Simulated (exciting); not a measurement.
# A series of single points on Ca

System: Ca (2 atoms in the cell).
Method: Kohn-Sham DFT of a periodic cell, PBEsol, all-electron LAPW+lo, shipped species files, no spin polarisation (exciting sodium).

The 7 runs differ only in the geometry, by an even scaling of the cell at fixed fractional positions. The structure derives from an entry of the Crystallography Open Database.

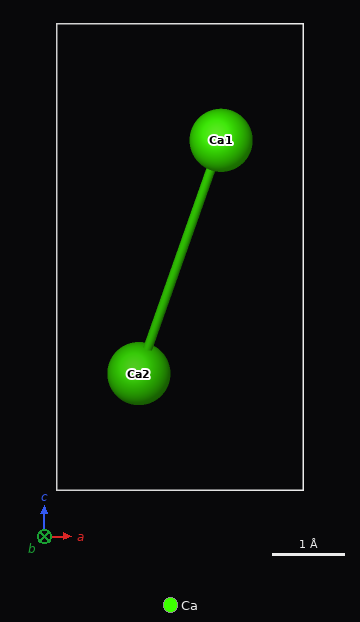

Figure 1. The structure of run 4 (ball-and-stick view of the cell of the calculation, along the b axis; atoms are numbered from 1 in the order of the input). An atom can appear more than once, as a periodic image.

## Input of run 4
```
<input>
  <title>Ca</title>
  <structure speciespath="./" tshift="false">
    <crystal scale="1">
      <basevect>7.521109976011 0.000000000000 0.000000000000</basevect>
      <basevect>-3.760554988005 6.513472303953 0.000000000000</basevect>
      <basevect>0.000000000000 0.000000000000 12.321014332560</basevect>
    </crystal>
    <species speciesfile="Ca.xml" rmt="2.2">
      <atom coord="0.666666666700 0.333333333300 0.750000000000"/>
      <atom coord="0.333333333300 0.666666666700 0.250000000000"/>
    </species>
  </structure>
  <groundstate do="fromscratch" ngridk="8 8 4" rgkmax="8.5" gmaxvr="14" lmaxapw="10" lmaxmat="10" lmaxvr="8" xctype="GGA_PBE_SOL" stype="Fermi Dirac" swidth="0.00183747" nempty="10" ValenceRelativity="iora*" epsengy="1e-05" epspot="1e-05" maxscl="60" tforce="true" outputlevel="normal"/>
  <properties>
    <chargedensityplot>
      <plot3d>
        <box grid="20 20 33">
          <origin coord="0 0 0"/>
          <point coord="1 0 0"/>
          <point coord="0 1 0"/>
          <point coord="0 0 1"/>
        </box>
      </plot3d>
    </chargedensityplot>
    <elfplot>
      <plot3d>
        <box grid="20 20 33">
          <origin coord="0 0 0"/>
          <point coord="1 0 0"/>
          <point coord="0 1 0"/>
          <point coord="0 0 1"/>
        </box>
      </plot3d>
    </elfplot>
    <exccplot>
      <plot3d>
        <box grid="20 20 33">
          <origin coord="0 0 0"/>
          <point coord="1 0 0"/>
          <point coord="0 1 0"/>
          <point coord="0 0 1"/>
        </box>
      </plot3d>
    </exccplot>
  </properties>
</input>
```

Command:
```bash
OMP_NUM_THREADS=1 exciting_smp
```

Run 5 has the same physical settings and fractional positions; its lattice vectors (Å) are:
```
   4.006358    0.000000    0.000000
  -2.003179    3.469608    0.000000
   0.000000    0.000000    6.563180
```

## Results, with one run withheld

```tsv
run	volume per atom (Å³)	free energy per atom, from the lowest run given (meV)
1	42.038	0.00
2	42.932	3.74
3	43.827	9.24
4	44.721	16.48
5	45.616	?
6	46.510	35.00
7	47.405	46.12
```

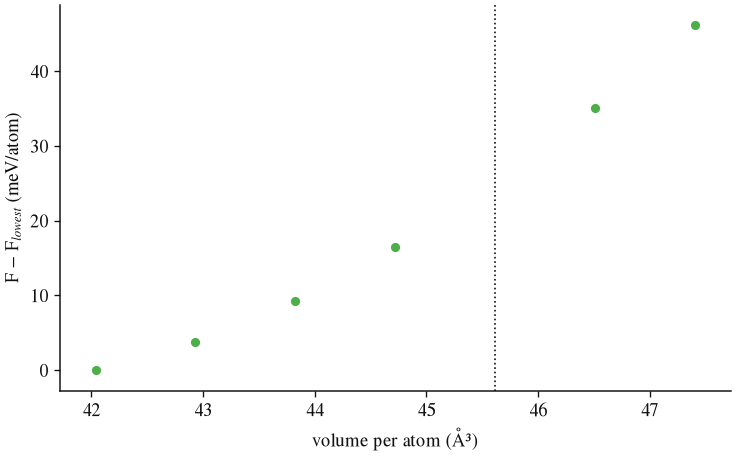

Figure 2. Free energy per atom of the runs given; the dotted line marks run 5.

What should run 5 give?

A cubic polynomial in V^(−2/3) (the Birch–Murnaghan form), fitted to the 6 runs given, misses them by at most 0.04 meV per atom. With x = V^(−2/3) − 0.07963 Å⁻², it reads F = 14.556 − 7096.3 x + 7.678e+05 x² + 8.7608e+05 x³ (meV per atom). At run 5 it gives 25.09 meV per atom, and the run itself gives 24.99. The fit has no minimum inside this range.

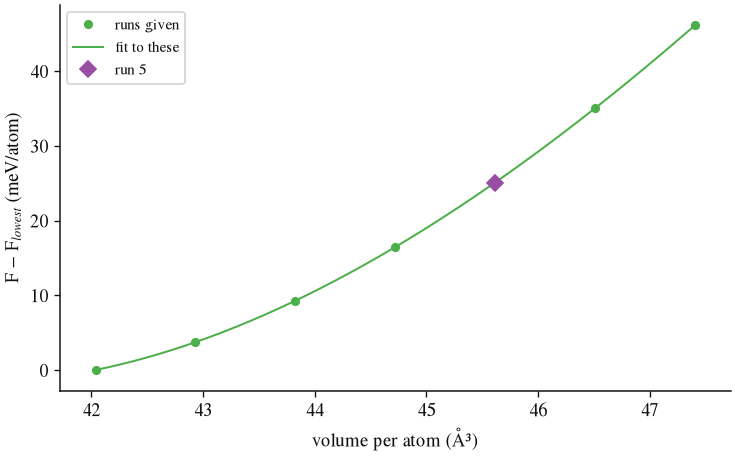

Figure 3. The fit and the withheld run.

## Some lines of the output (run 5)
```
[...]
 Absolute change in total energy   (target) :  0.166378E-04  ( 0.100000E-04)
 Total energy                               :     -1359.09654528
 Fermi energy                               :         0.10698330
 DOS at Fermi energy (states/Ha/cell)       :        50.15103826
 Absolute change in total energy   (target) :  0.229924E-04  ( 0.100000E-04)
 Total energy                               :     -1359.09654060
 Fermi energy                               :         0.10698331
 DOS at Fermi energy (states/Ha/cell)       :        50.15106916
 Absolute change in total energy   (target) :  0.467969E-05  ( 0.100000E-04)
 Total energy                               :     -1359.09654065
 DOS at Fermi energy (states/Ha/cell)       :        50.15106977
 Absolute change in total energy   (target) :  0.486364E-07  ( 0.100000E-04)
 Total energy                               :     -1359.09654045
 DOS at Fermi energy (states/Ha/cell)       :        50.15107100
```
